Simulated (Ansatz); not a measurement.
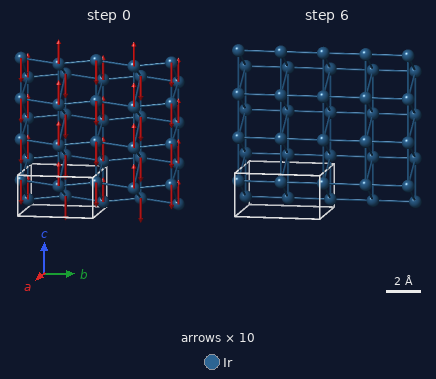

The structure of crystalline Ir (a generated structure, set up in Imma) before (left) and after (right) a relaxation, at one scale. The red arrows give the displacements (the part carried along by the change of the cell is left out), 10 times their true length.

The picture is a ball-and-stick view of the conventional cell (2 times the calculation's cell), repeated 1 × 2 × 4 with one cell outlined, seen slightly off an axis. Lengths and directions refer to the drawn axes.

The calculation used Ansatz, DFT, PAW plane waves, r2SCAN.

The input:
```yaml
crystal:
  lattice:
    - [0.0, 0.0, 2.46501576]
    - [2.28956394, -2.17598082, 1.23250788]
    - [2.28956394, 2.17598082, -1.23250788]
  atoms:
    - { symbol: Ir, position: [0.443, 0.75, 0.25] }
    - { symbol: Ir, position: [0.557, 0.25, 0.75] }
  symmetry: { tolerance: 0.0003 }
kpoints:
  mp_grid: { grid: [8, 8, 8], shift: [0, 0, 0] }
magnetization:
  spin_polarized: false
scf:
  occupations: { method: fermi_dirac }
hamiltonian:
  pseudopotentials: { kind: paw }
  xc: r2scan
basis:
  ecutwfc: 500
output:
  forces: true
  stress: true
  eigenvalues: true
relax:
  max_steps: 40
  cell: {}
```

Run as
```bash
ansatz run input.yaml --threads 1 --pin off --max-ram 2560MiB --backend cpu --events-out ev --progress --plain --runs-dir out
```

### Summarise the run.

The energy falls by 2.473 eV per cell of the calculation in 5 accepted moves (6 points after the start). The largest force component goes from 1.3 to 0.00014 eV/Å. Pressure: 135.49 GPa at the start and 0.00 GPa at the end. At 1 point the geometry stayed and the basis and grid were re-selected for the new cell (energy shift of 7.0 meV per cell of the calculation at most each time). The largest moves relative to the cell, 0.15 Å, are those of Ir1 and Ir2. Ir1 goes along −c. Cell: a 4.352 → 4.584 Å (+5.3 %), b 4.579 → 5.164 Å (+12.8 %), c 2.465 → 2.632 Å (+6.8 %). Volume +26.8 %. Some distances before and after: Ir1–Ir2 2.307 → 2.582 Å, Ir1–Ir2 (another image) 2.375 → 2.643 Å, Ir1–Ir1 2.465 → 2.632 Å, Ir1–Ir2 (another image) 2.651 → 2.643 Å. The space group (tolerance 0.01 Å) goes from Imma (No. 74) to Cmmm (No. 65). The run took 33 s on 1 thread of Intel(R) Xeon(R) Platinum 8375C CPU @ 2.90GHz (Ice Lake) (shared host), peak memory 0.52 GiB.
